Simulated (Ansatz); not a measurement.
Sc

Space group P4/nmm. This isn't the usual form at ambient conditions. The cell comes from a database of computed structures, not from a measurement.

Input

```
crystal:
  lattice:
    - [5.422676, 0.0, 0.0]
    - [0.0, 5.422676, 0.0]
    - [0.0, 0.0, 3.435206]
  atoms:
    - { symbol: Sc, position: [0.5, 0.5, 0.0] }
    - { symbol: Sc, position: [0.0, 0.0, 0.0] }
    - { symbol: Sc, position: [0.5, 0.0, 0.532664] }
    - { symbol: Sc, position: [0.0, 0.5, 0.467336] }
basis:
  ecutwfc: 420
  fft_grid_basis: typed
kpoints:
  mp_grid: { grid: [6, 6, 10] }
hamiltonian:
  xc: pbe
  pseudopotentials: { kind: paw }
scf:
  occupations: { method: gaussian, width: 0.05 }
output:
  forces: true
  stress: true
  eigenvalues: true
  bader: true
  write_density: true
  volumetric_format: npy
  elf: true
```

Command:

```sh
ansatz run input.yaml --threads 1 --pin off --max-ram 2560MiB --backend cpu --events-out ev --progress --plain --runs-dir out
```

The picture shows the conventional cell (a = 5.42 Å, b = 5.42 Å, c = 3.44 Å, α = 90.00°, β = 90.00°, γ = 90.00°).

All numbers below come from DFT PBE, scalar-relativistic, plane waves, PAW (Ansatz).

**How does the converged density differ from a superposition of free atoms?**

Sc–Sc (3.15 Å): Δρ is −0.019 e/Å³ at the midpoint.
Over the whole cell, outside the masked cores, the largest gain, 0.02 e/Å³, lies 1.9 Å from a scandium nucleus, and the largest loss lies at the edge of the masked core of Sc.
The rearranged charge, half the integral of |Δρ|, is about 0.16 e an atom.

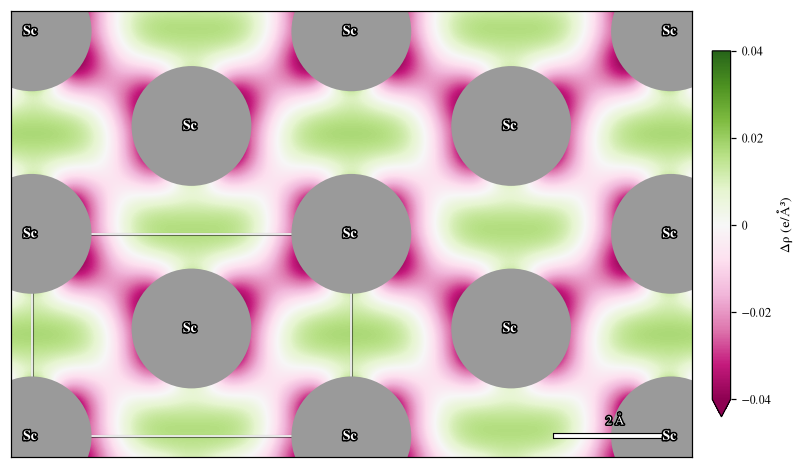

Computed deformation density: a map on the (100) plane of the conventional cell, with grey discs over the atomic cores.

Cores are masked to 1.0 Å (Sc).

In a PAW calculation such maps are meaningful between the atoms, not at the nuclei.

Run time: 51 s on 1 thread of Arm Neoverse N1, on a shared host, peak memory 0.41 GiB.
